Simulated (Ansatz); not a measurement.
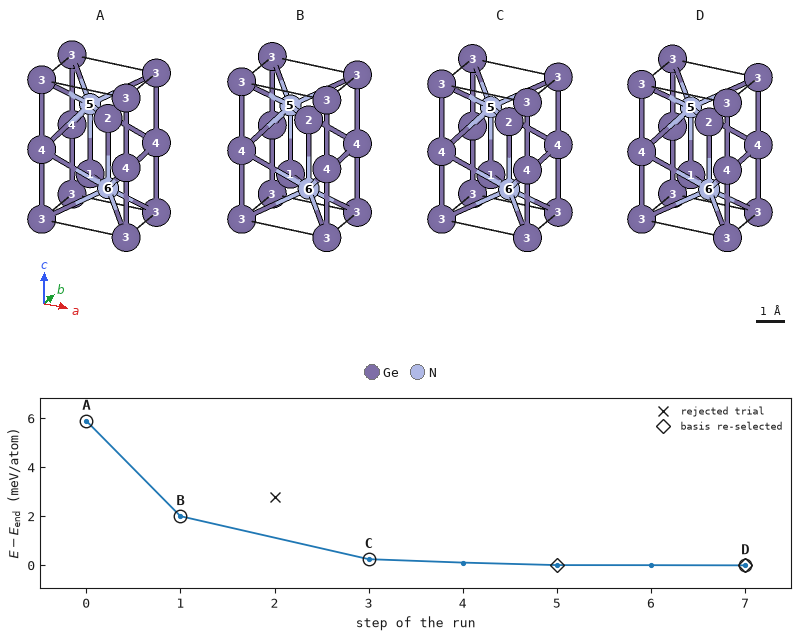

Frames of a relaxation of solid Ge2N (a generated structure, set up in P6_3/mmc), marked on the history of the run. Style: ball-and-stick. Shown: the cell of the calculation, slightly off an axis.

These are results of Ansatz, DFT PBE, scalar-relativistic, plane waves, PAW, not measurements.

Input file:
```yaml
crystal:
  lattice:
    - [4.3749072904, 0.0, 0.0]
    - [-2.1874536452, 3.7887808527, 0.0]
    - [0.0, 0.0, 5.2535354232]
  atoms:
    - { symbol: Ge, position: [0.3333333333, 0.6666666667, 0.25] }
    - { symbol: Ge, position: [0.6666666667, 0.3333333333, 0.75] }
    - { symbol: Ge, position: [0.0, 0.0, 0.0] }
    - { symbol: Ge, position: [0.0, 0.0, 0.5] }
    - { symbol: "N", position: [0.3333333333, 0.6666666667, 0.75] }
    - { symbol: "N", position: [0.6666666667, 0.3333333333, 0.25] }
basis:
  ecutwfc: 420
kpoints:
  mp_grid: { grid: [12, 12, 8] }
hamiltonian:
  xc: pbe
scf:
  occupations: { method: gaussian, width: 0.1 }
output:
  forces: true
  stress: true
  eigenvalues: true
  write_density: true
  write_potential: true
  elf: true
  volumetric_format: npy
relax:
  adjacent_minimum: "off"
  f_tol: 0.01
  max_steps: 80
  cell: { stress_tol: 0.05 }
```

Run as
```bash
ansatz run input.yaml --threads 1 --pin off --max-ram 2560MiB --backend cpu --events-out ev --progress --plain --runs-dir out
```

What happens along the run?

Answer. The energy falls by 5.9 meV per atom in 4 accepted moves (7 points after the start). All forces vanish by symmetry, so only the cell relaxes. Pressure: 0.08 GPa at the start and 0.00 GPa at the end. The line search rejected the trial step at point 2 of the run. The SCF was repeated twice at an unchanged geometry on a basis and grid sized afresh for the cell, which shifted the energy by 0.1 meV per atom at most. The atoms keep their places relative to the cell (all moves are under 0.005 Å). The drawn cell changes as follows: a = b 4.375 → 4.445 Å (+1.6 %), c 5.254 → 5.080 Å (−3.3 %); the volume changes by −0.2 %. Among the contacts that change: Ge3–Ge4 2.627 → 2.540 Å, Ge1–N5 2.627 → 2.540 Å, Ge1–N6 2.526 → 2.566 Å, Ge3–N5 2.847 → 2.863 Å. The space group stays P6_3/mmc (No. 194). From step 0 to 1: volume +0.3 %, energy −3.9 meV per atom. From step 1 to 3: volume −0.2 %, energy −1.8 meV per atom. From step 3 to 7: volume −0.3 %, energy −0.3 meV per atom.

| step | E − E(0), meV/atom | pressure, GPa | volume, Å³/atom | note |
| --- | --- | --- | --- | --- |
| 0 | 0.00 | 0.08 | 14.513 |  |
| 1 | -3.89 | -0.38 | 14.559 |  |
| 2 | -3.10 | 2.21 | 14.178 | rejected |
| 3 | -5.65 | -0.32 | 14.535 |  |
| 4 | -5.79 | 0.02 | 14.484 |  |
| 5 | -5.89 | 0.03 | 14.484 | same geometry, new basis |
| 6 | -5.89 | 0.00 | 14.487 |  |
| 7 | -5.90 | 0.00 | 14.487 | same geometry, new basis |
